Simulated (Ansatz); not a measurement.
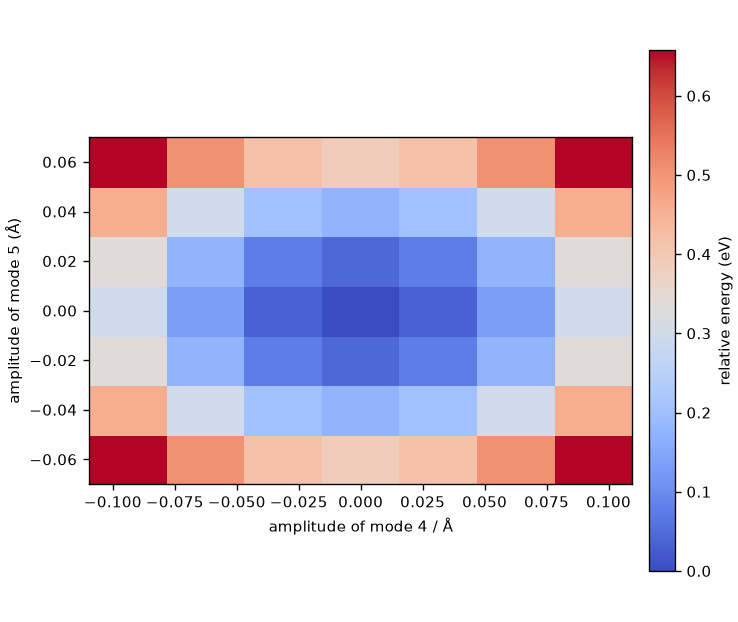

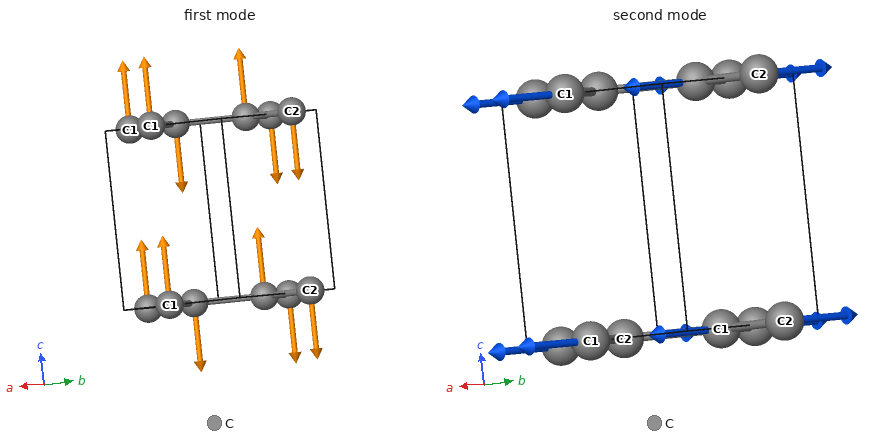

Energy landscape of C (P6/mmm, No. 191; 2 atoms in the cell). The energy is mapped over two normal modes frozen in (zone-centre modes of the 2-atom cell of this scan). First axis: amplitude of mode 4 (872 cm⁻¹), largest displacement. Second axis: amplitude of mode 5 (1567 cm⁻¹), largest displacement. Nothing is relaxed (the cell and all other modes fixed). The grid has 7 × 7 points; 16 points were computed and 33 follow by symmetry. Points are written as (first, second). All energies are given in eV per cell relative to the lowest grid point. Method: DFT PBE+D3(BJ), scalar-relativistic, plane waves, PAW in Ansatz 0.2.0. Settings: cutoff 520 eV, k-mesh 21×21×12 in the order of the run's cell vectors, gaussian smearing 0.15 eV, no spin polarisation.

Drawn: one coloured cell a grid point. The second picture is the structure at the lowest point

Q: Where are the wells?

A: The lowest grid point is at (0.000 Å, 0.00 Å). No other kind of well shows on this grid. The highest grid point, (−0.094 Å, −0.06 Å), lies 0.657 eV above the lowest.

Grid values (eV):

```csv
"second ↓, first →",−0.094,−0.063,−0.031,0.000,0.031,0.063,0.094
0.06,0.657,0.507,0.417,0.387,0.417,0.507,0.657
0.04,0.458,0.299,0.204,0.172,0.204,0.299,0.458
0.02,0.338,0.174,0.076,0.043,0.076,0.174,0.338
0.00,0.298,0.132,0.033,0.000,0.033,0.132,0.298
−0.02,0.338,0.174,0.076,0.043,0.076,0.174,0.338
−0.04,0.458,0.299,0.204,0.172,0.204,0.299,0.458
−0.06,0.657,0.507,0.417,0.387,0.417,0.507,0.657
```

The whole map (16 points run) took 13 min on 1 thread of Arm Neoverse N1, with other jobs on the host.

PAW datasets: the set soft_1.
